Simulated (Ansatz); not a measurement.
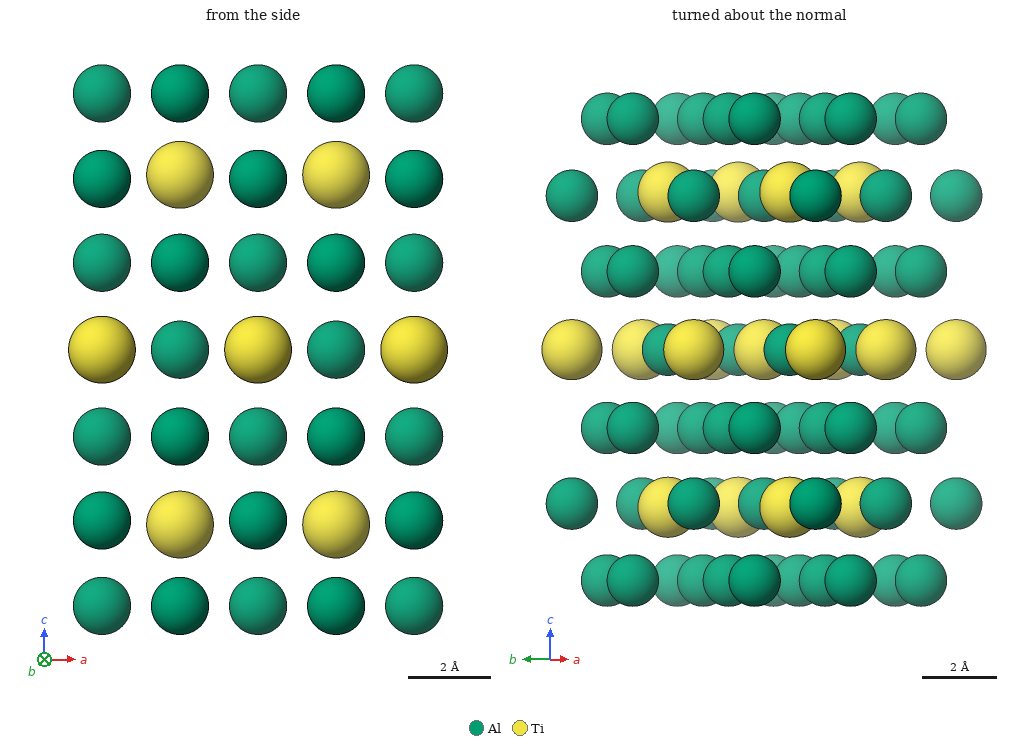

A spheres-only picture of a periodic slab, seen from the side and turned about the normal. The surface normal points up in side views; the vacuum is left out. 2×2 cells are drawn in the plane, with atoms at the edges repeated.

The cell holds 3 Ti, 11 Al. The slab was cut from bulk TiAl3 (I4/mmm).

**Which atoms form the outer planes?**

The top face ends in Al, the bottom face in Al. The two faces are alike.

**What is its extent along the surface normal?**

About 13 Å from the lowest to the highest atom.

**What is the stacking of atomic planes, top to bottom?**

Seven planes: Al / TiAl / Al / TiAl / Al / TiAl / Al.

**Name the surface by its Miller indices.**

(0 0 1).

The initial geometry was a structure listed in the Materials Project, from which a slab was cut. The atoms were relaxed in a fixed cell with DFT r2SCAN, scalar-relativistic, plane waves, PAW in Ansatz.
